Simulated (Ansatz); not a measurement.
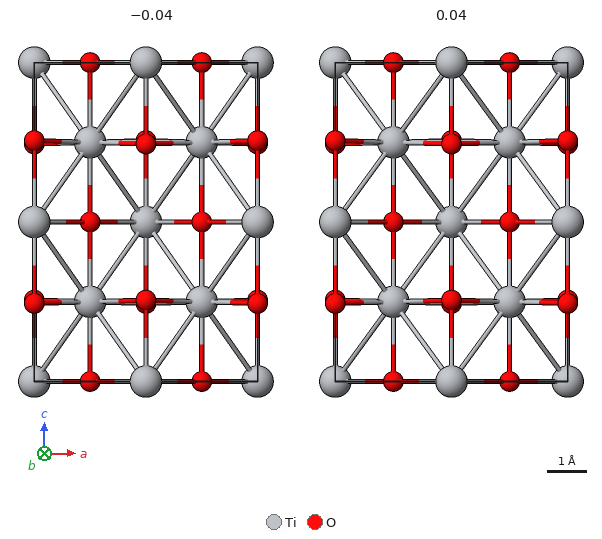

Solid Ti₃O₄ (set up in Fmmm), held at several strains, with the atoms relaxed (per unit of the tabulated number the cell is strained by 0.5 along a, −0.5 along b). The picture shows the first and the last member. Style: ball-and-stick. Shown: the conventional cell (4 times the calculation's cell), along the b axis. Lengths and directions refer to the drawn axes.

Computed with Ansatz 0.2.0: PBEsol, Ansatz PAW. (plane-wave cutoff 420 eV; k-point mesh 8 × 8 × 8; occupations fermi-dirac; smearing width 0.05 eV; no spin polarisation; atoms relaxed in a fixed cell; force threshold 0.01 eV/Å)

| strain | energy (meV/atom) |
| --- | --- |
| −0.04 | 3.17 |
| −0.02 | 0.70 |
| −0.01 | 0.17 |
| 0 | 0.00 |
| 0.01 | 0.17 |
| 0.02 | ? |
| 0.04 | 3.17 |

> Estimate the missing row from the others, and compare with the calculation.

A parabola through three neighbouring rows (0, 0.01, 0.04) gives, with Lagrange weights, (−0.5000)(0.00) + (1.3333)(0.17) + (0.1667)(3.17) = 0.76 meV/atom. The calculation gives 0.70 meV/atom. The estimate is 0.06 meV/atom too high. From the first member to the last: Ti–Ti 2.980 → 2.863 Å, Ti–Ti 2.863 → 2.980 Å.

The whole series:

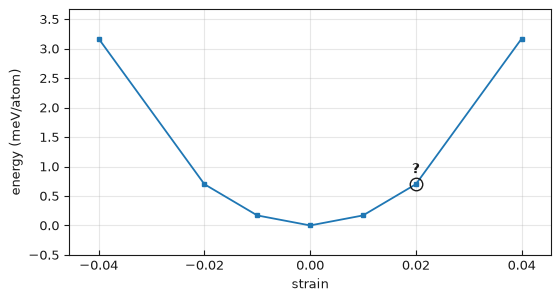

Each member starts from this one structure; whether another phase lies lower wasn't checked.
